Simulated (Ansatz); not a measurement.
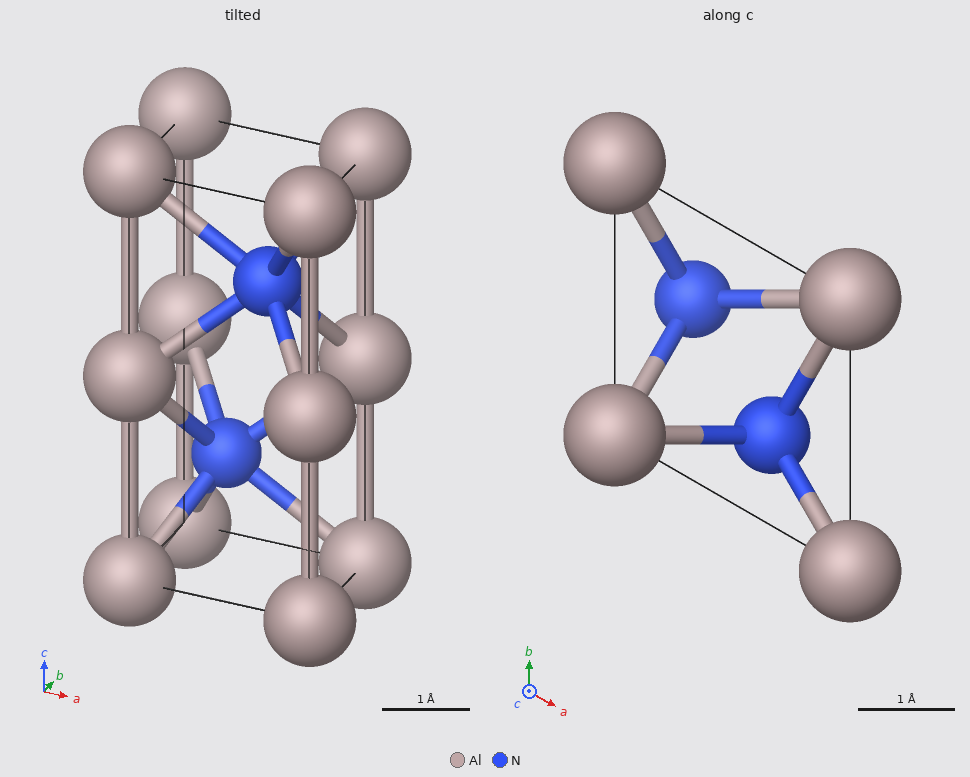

A ball-and-stick picture of a crystal structure, seen slightly off an axis and along the c axis. The wireframe shows the conventional unit cell.

AlN, nickel arsenide (NiAs) type, space group P6_3/mmc (No. 194), a = 2.833 Å, b = 2.833 Å, c = 4.841 Å, α = 90.00°, β = 90.00°, γ = 120.00°. Origin of the cell: a structure type filled with these elements by a generator (whether the compound takes this form wasn't checked). Earlier steps of the study may have refined or changed the cell and positions. A calculation with Ansatz used it as input.

This one geometry was computed with Ansatz (DFT, plane waves, PAW) at six levels of theory: Hartree-Fock, PBE, PBE0, HSE06, dielectric-dependent PBE0 (fraction 1/eps_inf of PBE) and r2SCAN. It was relaxed beforehand with r2SCAN.

Which level gives the highest pressure at this volume, and what does that say about its equilibrium volume?

Highest: PBE (6.3 GPa), which points to the largest equilibrium volume. Lowest, with the smallest volume: Hartree-Fock (-4.4 GPa). Levels within 0.5 GPa of each other can't be told apart.

How does the band gap change with the level of theory?

PBE: a gap of 4.92 eV, indirect; r2SCAN: a gap of 5.69 eV, indirect; HSE06: a gap of 6.30 eV, indirect; dielectric-dependent PBE0 (fraction 1/eps_inf of PBE): a gap of 6.53 eV, indirect; PBE0: a gap of 7.04 eV, indirect; Hartree-Fock: a gap of 14.23 eV, indirect.

Collect the results in a table.

| level | cutoff (eV) | k-mesh of the run's cell | gap (eV) | pressure (GPa) |
| --- | --- | --- | --- | --- |
| Hartree-Fock | 420 | 9×9×4 | 14.23 | -4.4 |
| PBE | 420 | 12×12×6 | 4.92 | 6.3 |
| PBE0 | 420 | 9×9×4 | 7.04 | -1.7 |
| HSE06 | 420 | 9×9×4 | 6.30 | -1.7 |
| dielectric-dependent PBE0 (fraction 1/eps_inf of PBE) | 420 | 9×9×4 | 6.53 | 0.1 |
| r2SCAN | 500 | 12×12×6 | 5.69 | 0.0 |

Gaps are taken on the k-mesh or band path of each run.
